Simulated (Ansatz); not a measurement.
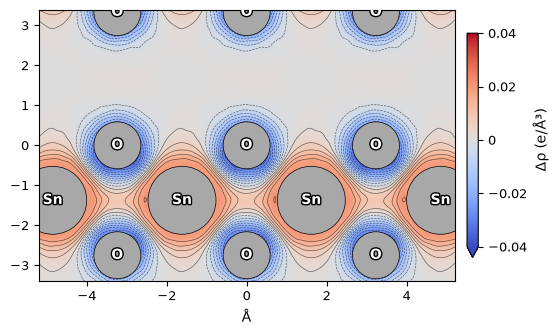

SnO$_{2}$. Difference of the valence pseudo-densities of two functionals at the same geometry, on the (110) plane of the calculation cell: one of PBEsol and r2SCAN less the other.

Both computed with Ansatz (plane waves, PAW), on the same k-point mesh. Grey discs cover the atomic cores.

```yaml
crystal:
  lattice:
    - [3.23419, 0.00000, 0.00000]
    - [-1.61709, 0.93363, 4.80059]
    - [1.61709, -2.80089, 0.00000]
  atoms:
    - { symbol: Sn, position: [0.50000, 0.50000, 0.50000] }
    - { symbol: O, position: [0.76283, 0.28849, 0.76283] }
    - { symbol: O, position: [0.23717, 0.71151, 0.23717] }
```

Which was subtracted from which, and what does the map show?

Answer. It is PBEsol less r2SCAN. Against r2SCAN, PBEsol gives more density around Sn (+0.017 e/Å³ on average at 1.0 Å from the nucleus), less density around O (−0.018 e/Å³ on average at 0.7 Å from the nucleus) and a change of +0.010 e/Å³ at the midpoint of Sn–O.
